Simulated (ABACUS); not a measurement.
**Band-structure run, with input and output: Ge**

System: Ge (Fd-3m, 2 atoms in the cell).
Method: Kohn-Sham DFT of a periodic cell, HCTH407, GBRV ultrasoft 1.5 PBE, no spin polarisation (ABACUS 3.10.1).

The structure derives from an entry of the Crystallography Open Database. It belongs to a series of runs on one base structure; here: bands on the converged density.

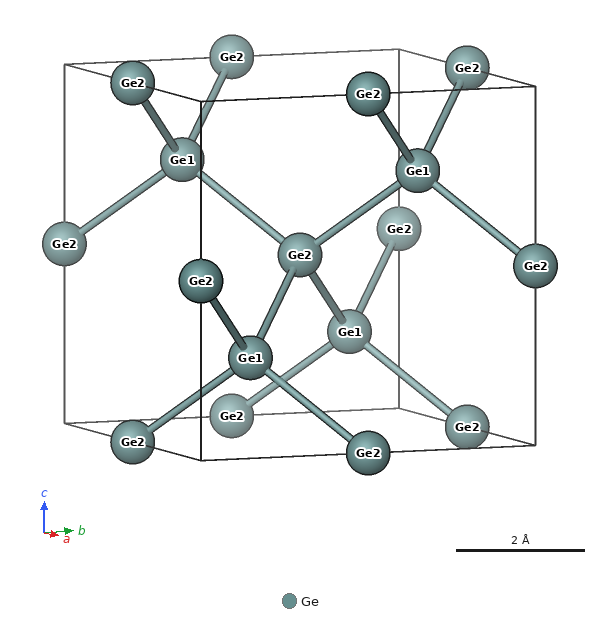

Figure 1. The structure (ball-and-stick view of the cell 4 times as large as that of the calculation, set on its symmetry axes, seen slightly off an axis; atoms are numbered from 1 in the order of the input). Near neighbours in the crystal (not all of them lie inside the picture): Ge has 4 Ge at 2.45 Å.

**Key numbers**

```tsv
quantity	value
outcome	converged
space group (tolerance 0.01 Å)	Fd-3m (227)
electrons treated	28
Fermi energy of the self-consistent step	8.475 eV
gap on the band path	0.15 eV
hardware	4 threads of Intel Xeon @ 2.50GHz (Skylake/Cascade Lake), 16 GiB of memory available, shared host
wall time	12 s (CPU time 49 s)
peak memory	0.68 GiB
```

**Input file**
```
INPUT_PARAMETERS
suffix              Ge
calculation         nscf
basis_type          pw
pseudo_dir          ./
symmetry            -1
dft_functional      GGA_XC_HCTH_407
ecutwfc             40.0
pseudo_rcut         10
nspin               1
nbands              24
ks_solver           dav
smearing_method     fd
smearing_sigma      0.00367493
scf_thr             1e-08
scf_nmax            100
mixing_type         broyden
mixing_beta         0.7
ecutrho             320.0
init_chg            file
pw_diag_thr         1e-07
out_band            1
kpar                4
```

**File STRU**
```
ATOMIC_SPECIES
Ge 72.6300 ge_pbe_v1.4.uspp.F.UPF

LATTICE_CONSTANT
7.5601949712

LATTICE_VECTORS
0.0000000000 0.7071067812 0.7071067812
0.7071067812 0.0000000000 0.7071067812
0.7071067812 0.7071067812 0.0000000000

ATOMIC_POSITIONS
Cartesian

Ge
0.0
2
1.0606601718 1.0606601718 1.0606601718 1 1 1
0.7071067812 0.7071067812 0.7071067812 1 1 1
```

**File KPT**
```
K_POINTS
12
Line
0.00000000 0.00000000 0.00000000 10 // G
0.50000000 0.00000000 0.50000000 10 // X
0.50000000 0.25000000 0.75000000 10 // W
0.37500000 0.37500000 0.75000000 10 // K
0.00000000 0.00000000 0.00000000 10 // G
0.50000000 0.50000000 0.50000000 10 // L
0.62500000 0.25000000 0.62500000 10 // U
0.50000000 0.25000000 0.75000000 10 // W
0.50000000 0.50000000 0.50000000 10 // L
0.37500000 0.37500000 0.75000000 1 // K
0.62500000 0.25000000 0.62500000 10 // U
0.50000000 0.00000000 0.50000000 1 // X
```

Command:
```bash
OMP_NUM_THREADS=1 mpirun -np 4 abacus > log
```

**Output**
```
ABACUS v3.10.1

               Atomic-orbital Based Ab-initio Computation at UStc

 ------------------------------------------------------------------------------------

 READING GENERAL INFORMATION
                           global_out_dir = OUT.Ge/
                           global_in_card = INPUT
                               pseudo_dir = ./
                              orbital_dir =
                                    DSIZE = 4
                                    GSIZE = 1

 READING UNITCELL INFORMATION
                                    ntype = 1
                  lattice constant (Bohr) = 7.56019
              lattice constant (Angstrom) = 4.00068

 READING ATOM TYPE 1
                               atom label = Ge
                      L=0, number of zeta = 1
                      L=1, number of zeta = 1
                      L=2, number of zeta = 1
             number of atom for this type = 2

                        TOTAL ATOM NUMBER = 2
CARTESIAN COORDINATES ( UNIT =       7.560194971200 Bohr ).
    atom                   x                   y                   z     mag                  vx                  vy                  vz
tauc_Ge1            1.0606601718        1.0606601718        1.0606601718  0.0000        0.0000000000        0.0000000000        0.0000000000
tauc_Ge2            0.7071067812        0.7071067812        0.7071067812  0.0000        0.0000000000        0.0000000000        0.0000000000

                          Volume (Bohr^3) = 305.551
                             Volume (A^3) = 45.278

 Lattice vectors: (Cartesian coordinate: in unit of a_0)
                   +0           +0.707107           +0.707107
            +0.707107                  +0           +0.707107
            +0.707107           +0.707107                  +0
 Reciprocal vectors: (Cartesian coordinate: in unit of 2 pi/a_0)
            -0.707107           +0.707107           +0.707107
            +0.707107           -0.707107           +0.707107
            +0.707107           +0.707107           -0.707107
 The esolver type has been set to : ksdft_pw

                PAO radial cut off (Bohr) = 10

 Read in pseudopotential file is ge_pbe_v1.4.uspp.F.UPF
                     pseudopotential type = US
          exchange-correlation functional = PBE
                 nonlocal core correction = 1
                        valence electrons = 14
                                     lmax = 2
                           number of zeta = 3
                     number of projectors = 6
                           L of projector = 0
                           L of projector = 0
                           L of projector = 1
                           L of projector = 1
                           L of projector = 2
                           L of projector = 2
 XC functional updated to : GGA_XC_HCTH_407
          exchange-correlation functional = GGA_XC_HCTH_407
     initial pseudo atomic orbital number = 18

 SETUP THE ELECTRONS NUMBER
            electron number of element Ge = 14
      total electron number of element Ge = 28
            AUTOSET number of electrons:  = 28
                           occupied bands = 14
                                   NBANDS = 24
                                   NLOCAL = 18

%%%%%%%%%%%%%%%%%%%%%%%%%%%%%%%%%%%%%%%%%%%%%%%%%%%%%%%%%%%%%%%%%%%%%%%%%%%%%%%%%%%%%%%%%%%%%%%%%%%%%%%%%%
 Warning: the number of valence electrons in pseudopotential > 4 for Ge: [Ar] 3d10 4s2 4p2
 Pseudopotentials with additional electrons can yield (more) accurate outcomes, but may be less efficient.
 If you're confident that your chosen pseudopotential is appropriate, you can safely ignore this warning.
%%%%%%%%%%%%%%%%%%%%%%%%%%%%%%%%%%%%%%%%%%%%%%%%%%%%%%%%%%%%%%%%%%%%%%%%%%%%%%%%%%%%%%%%%%%%%%%%%%%%%%%%%%

 SETUP THE PLANE WAVE BASIS
 energy cutoff for charge/potential (unit:Ry) = 160
            fft grid for charge/potential = [ 32, 32, 32 ]
                        fft grid division = [ 1, 1, 1 ]
        big fft grid for charge/potential = [ 45, 45, 45 ]
                                     nbxx = 91125
                                     nrxx = 32768

 SETUP PLANE WAVES FOR CHARGE/POTENTIAL
                    number of plane waves = 10417
                         number of sticks = 637

 PARALLEL PW FOR CHARGE/POTENTIAL
     PROC   COLUMNS(POT)             PW
        1            637          10417
 --------------- sum -------------------
        1            637          10417
                            number of |g| = 156
                                  max |g| = 230
                                  min |g| = 0

 energy cutoff for dense charge/potential (unit:Ry) = 320
      fft grid for dense charge/potential = [ 45, 45, 45 ]
                                     nrxx = 91125

 SETUP PLANE WAVES FOR dense CHARGE/POTENTIAL
                    number of plane waves = 29603
                         number of sticks = 1261

 PARALLEL PW FOR dense CHARGE/POTENTIAL
     PROC   COLUMNS(POT)             PW
        1           1261          29603
 --------------- sum -------------------
        1           1261          29603
                            number of |g| = 311
                                  max |g| = 461.5
                                  min |g| = 0

----------- Double Check Mixing Parameters Begin ------------
mixing_type: broyden
mixing_beta: 0.7
mixing_gg0: 1
mixing_gg0_min: 0.1
mixing_ndim: 8
----------- Double Check Mixing Parameters End ------------

 SETUP K-POINTS
                                    nspin = 1
                                   nkstot = 102
K-POINTS DIRECT COORDINATES
 KPOINTS    DIRECT_X    DIRECT_Y    DIRECT_Z  WEIGHT
       1  0.00000000  0.00000000  0.00000000  1.0000
       2  0.05000000  0.00000000  0.05000000  1.0000
       3  0.10000000  0.00000000  0.10000000  1.0000
       4  0.15000000  0.00000000  0.15000000  1.0000
       5  0.20000000  0.00000000  0.20000000  1.0000
       6  0.25000000  0.00000000  0.25000000  1.0000
       7  0.30000000  0.00000000  0.30000000  1.0000
       8  0.35000000  0.00000000  0.35000000  1.0000
       9  0.40000000  0.00000000  0.40000000  1.0000
      10  0.45000000  0.00000000  0.45000000  1.0000
      11  0.50000000  0.00000000  0.50000000  1.0000
      12  0.50000000  0.02500000  0.52500000  1.0000
      13  0.50000000  0.05000000  0.55000000  1.0000
      14  0.50000000  0.07500000  0.57500000  1.0000
      15  0.50000000  0.10000000  0.60000000  1.0000
      16  0.50000000  0.12500000  0.62500000  1.0000
      17  0.50000000  0.15000000  0.65000000  1.0000
      18  0.50000000  0.17500000  0.67500000  1.0000
      19  0.50000000  0.20000000  0.70000000  1.0000
      20  0.50000000  0.22500000  0.72500000  1.0000
      21  0.50000000  0.25000000  0.75000000  1.0000
      22  0.48750000  0.26250000  0.75000000  1.0000
      23  0.47500000  0.27500000  0.75000000  1.0000
      24  0.46250000  0.28750000  0.75000000  1.0000
      25  0.45000000  0.30000000  0.75000000  1.0000
      26  0.43750000  0.31250000  0.75000000  1.0000
      27  0.42500000  0.32500000  0.75000000  1.0000
      28  0.41250000  0.33750000  0.75000000  1.0000
      29  0.40000000  0.35000000  0.75000000  1.0000
      30  0.38750000  0.36250000  0.75000000  1.0000
[... 72 further k points ...]

           k-point number in this process = 26
       minimum distributed K point number = 25

[... K-POINTS CARTESIAN COORDINATES: 26 rows ...]

[... K-POINTS DIRECT COORDINATES: 26 rows ...]

 SETUP PLANE WAVES FOR WAVE FUNCTIONS
     energy cutoff for wavefunc (unit:Ry) = 40
              fft grid for wave functions = [ 32, 32, 32 ]
                    number of plane waves = 1807
                         number of sticks = 199

 PARALLEL PW FOR WAVE FUNCTIONS
     PROC   COLUMNS(POT)             PW
        1            199           1807
 --------------- sum -------------------
        1            199           1807

 SETUP NONLOCAL PSEUDOPOTENTIALS IN PLANE WAVE BASIS
 Ge non-local projectors:
 projector 1 L=0
 projector 2 L=0
 projector 3 L=1
 projector 4 L=1
 projector 5 L=2
 projector 6 L=2
      TOTAL NUMBER OF NONLOCAL PROJECTORS = 36

 Init Non-Local PseudoPotential table :
 Init Non-Local-Pseudopotential done.

                                     npwx = 1316

 Make real space PAO into reciprocal space.
       max mesh points in Pseudopotential = 695
     dq(describe PAO in reciprocal space) = 0.01
                                    max q = 763

 number of pseudo atomic orbitals for Ge is 3
WARNING: norm of atomic wavefunction # 3 of atomic type Ge is 0.999782, renormalized

 -------------------------------------------
 NONSELF-CONSISTENT
 -------------------------------------------
                                 init_chg = file
 try to read charge from file
 Read in the charge density: OUT.Ge//Ge-CHARGE-DENSITY.restart

 PW ALGORITHM --------------- ION=   1  ELEC=   1--------------------------------
 k(1/102) Iter steps (avg)=9 threshold=1e-07
 k(2/102) Iter steps (avg)=9 threshold=1e-07
 k(3/102) Iter steps (avg)=9 threshold=1e-07
 k(4/102) Iter steps (avg)=9 threshold=1e-07
 k(5/102) Iter steps (avg)=9 threshold=1e-07
 k(6/102) Iter steps (avg)=10 threshold=1e-07
 k(7/102) Iter steps (avg)=11 threshold=1e-07
 k(8/102) Iter steps (avg)=12 threshold=1e-07
 k(9/102) Iter steps (avg)=12 threshold=1e-07
 k(10/102) Iter steps (avg)=11 threshold=1e-07
 k(11/102) Iter steps (avg)=10 threshold=1e-07
 k(12/102) Iter steps (avg)=11 threshold=1e-07
 k(13/102) Iter steps (avg)=10 threshold=1e-07
 k(14/102) Iter steps (avg)=11 threshold=1e-07
 k(15/102) Iter steps (avg)=12 threshold=1e-07
 k(16/102) Iter steps (avg)=12 threshold=1e-07
 k(17/102) Iter steps (avg)=14 threshold=1e-07
 k(18/102) Iter steps (avg)=13 threshold=1e-07
 k(19/102) Iter steps (avg)=14 threshold=1e-07
 k(20/102) Iter steps (avg)=15 threshold=1e-07
 k(21/102) Iter steps (avg)=13 threshold=1e-07
 k(22/102) Iter steps (avg)=15 threshold=1e-07
 k(23/102) Iter steps (avg)=12 threshold=1e-07
 k(24/102) Iter steps (avg)=12 threshold=1e-07
 k(25/102) Iter steps (avg)=11 threshold=1e-07
 k(26/102) Iter steps (avg)=12 threshold=1e-07
[... levels at 26 k points of this process ...]

 Density error is 0.00000000000
                          Error Threshold = 1.00000000000e-07
----------------------------------------------------------
     Energy           Rydberg                 eV
----------------------------------------------------------
 E_KohnSham     -431.8471982284      -5875.5825612421
 E_KS(sigma->0) -431.8470612662      -5875.5806977757
 E_Harris       -431.8471982284      -5875.5825612421
 E_band         -23.7114265466       -322.6105087418
 E_one_elec     -279.8116424310      -3807.0327038006
 E_Hartree      166.9831390006       2271.9221603340
 E_xc           -121.5176626774      -1653.3326200553
 E_Ewald        -197.5007581961      -2687.1356707874
 E_entropy(-TS) -0.0002739244        -0.0037269329
 E_descf        0.0000000000         0.0000000000
 E_exx          0.0000000000         0.0000000000
 E_Fermi        0.6234297844         8.4821973709
----------------------------------------------------------

 charge density convergence is achieved
 final etot is -5875.5825612 eV
 EFERMI = 8.4821973709 eV

 STATE ENERGY(eV) AND OCCUPATIONS    NSPIN == 1
 1/26 kpoint (Cartesian) = 0.0000 0.0000 0.0000 (1291 pws)
       1       -17.3720      0.0196078
       2       -17.3720      0.0196078
       3       -17.3720      0.0196078
       4       -17.3444      0.0196078
       5       -17.3444      0.0196078
       6       -17.1435      0.0196078
       7       -17.1435      0.0196078
       8       -17.1435      0.0196078
       9       -17.1378      0.0196078
      10       -17.1378      0.0196078
      11       -4.29159      0.0196078
      12        8.36908      0.0177591
      13        8.36908      0.0177591
      14        8.36908      0.0177591
      15        8.51475     0.00672028
      16        11.0195    1.79433e-24
      17        11.0195    1.79433e-24
      18        11.0195    1.79433e-24
      19        15.6172    2.08256e-64
      20        17.8834    4.31374e-84
      21        17.8834    4.31374e-84
      22        19.6540        0.00000
      23        19.6540        0.00000
      24        19.6540        0.00000

 2/26 kpoint (Cartesian) = 0.0000 0.070711 0.0000 (1307 pws)
       1       -17.3744      0.0196078
       2       -17.3729      0.0196078
       3       -17.3729      0.0196078
       4       -17.3430      0.0196078
       5       -17.3395      0.0196078
       6       -17.1538      0.0196078
       7       -17.1421      0.0196078
       8       -17.1421      0.0196078
       9       -17.1390      0.0196078
      10       -17.1303      0.0196078
      11       -4.25124      0.0196078
      12        7.47040      0.0196078
      13        8.18679      0.0195547
      14        8.18679      0.0195547
      15        9.39853    2.15421e-10
      16        10.9131    1.50542e-23
      17        11.2543    1.63786e-26
      18        11.2543    1.63786e-26
      19        15.8163    3.88639e-66
      20        17.3514    1.80089e-79
      21        17.9259    1.84105e-84
      22        19.7367        0.00000
      23        19.7367        0.00000
      24        20.0858        0.00000

 3/26 kpoint (Cartesian) = 0.0000 0.14142 0.0000 (1299 pws)
       1       -17.3786      0.0196078
       2       -17.3756      0.0196078
       3       -17.3756      0.0196078
       4       -17.3391      0.0196078
       5       -17.3281      0.0196078
       6       -17.1691      0.0196078
       7       -17.1426      0.0196078
       8       -17.1382      0.0196078
       9       -17.1382      0.0196078
      10       -17.1236      0.0196078
      11       -4.13038      0.0196078
      12        6.50647      0.0196078
      13        7.76993      0.0196078
      14        7.76993      0.0196078
      15        10.2936    3.61817e-18
      16        10.6443    3.25483e-21
      17        11.8278    1.71075e-31
      18        11.8278    1.71075e-31
      19        16.3615    7.13837e-71
      20        16.4620    9.57241e-72
      21        18.0537    1.42990e-85
      22        19.9854        0.00000
      23        19.9854        0.00000
      24        20.7340        0.00000

 4/26 kpoint (Cartesian) = 0.0000 0.21213 0.0000 (1307 pws)
       1       -17.3813      0.0196078
       2       -17.3796      0.0196078
       3       -17.3796      0.0196078
       4       -17.3326      0.0196078
       5       -17.3134      0.0196078
       6       -17.1866      0.0196078
       7       -17.1485      0.0196078
       8       -17.1323      0.0196078
       9       -17.1323      0.0196078
      10       -17.1201      0.0196078
      11       -3.92963      0.0196078
      12        5.55330      0.0196078
      13        7.28657      0.0196078
      14        7.28657      0.0196078
      15        10.3068    2.77865e-18
      16        11.0326    1.38132e-24
      17        12.5690    6.23037e-38
      18        12.5690    6.23037e-38
      19        15.7311    2.13630e-65
      20        17.1533    9.47388e-78
      21        18.2668    2.01592e-87
      22        20.4017        0.00000
      23        20.4017        0.00000
      24        21.3226        0.00000

 5/26 kpoint (Cartesian) = 0.0000 0.28284 0.0000 (1307 pws)
       1       -17.3844      0.0196078
       2       -17.3844      0.0196078
       3       -17.3817      0.0196078
       4       -17.3238      0.0196078
       5       -17.2966      0.0196078
       6       -17.2058      0.0196078
       7       -17.1567      0.0196078
       8       -17.1251      0.0196078
       9       -17.1251      0.0196078
      10       -17.1200      0.0196078
      11       -3.65006      0.0196078
      12        4.61573      0.0196078
      13        6.81665      0.0196078
      14        6.81665      0.0196078
      15        9.97244    2.23019e-15
      16        11.4234    5.56726e-28
      17        13.3942    4.24235e-45
      18        13.3942    4.24235e-45
      19        15.4429    6.80062e-63
      20        18.1067    4.95414e-86
      21        18.5654        0.00000
      22        20.9868        0.00000
      23        20.9868        0.00000
      24        21.9251        0.00000

 6/26 kpoint (Cartesian) = 0.0000 0.35355 0.0000 (1299 pws)
       1       -17.3894      0.0196078
       2       -17.3894      0.0196078
       3       -17.3794      0.0196078
       4       -17.3129      0.0196078
       5       -17.2783      0.0196078
       6       -17.2261      0.0196078
       7       -17.1669      0.0196078
       8       -17.1233      0.0196078
       9       -17.1173      0.0196078
      10       -17.1173      0.0196078
      11       -3.29324      0.0196078
      12        3.69697      0.0196078
      13        6.39422      0.0196078
      14        6.39422      0.0196078
      15        9.68319    7.25712e-13
      16        11.3404    2.92430e-27
      17        14.2642    1.17558e-52
      18        14.2642    1.17558e-52
      19        15.7493    1.48280e-65
      20        18.9498        0.00000
      21        19.1513        0.00000
      22        21.7402        0.00000
      23        21.7402        0.00000
      24        22.6125        0.00000

[... levels at 20 further k points ...]

 --------------------------------------------
 !FINAL_ETOT_IS -5875.582561242134 eV
 --------------------------------------------

 Output bands in file: OUT.Ge/BANDS_1.dat
```
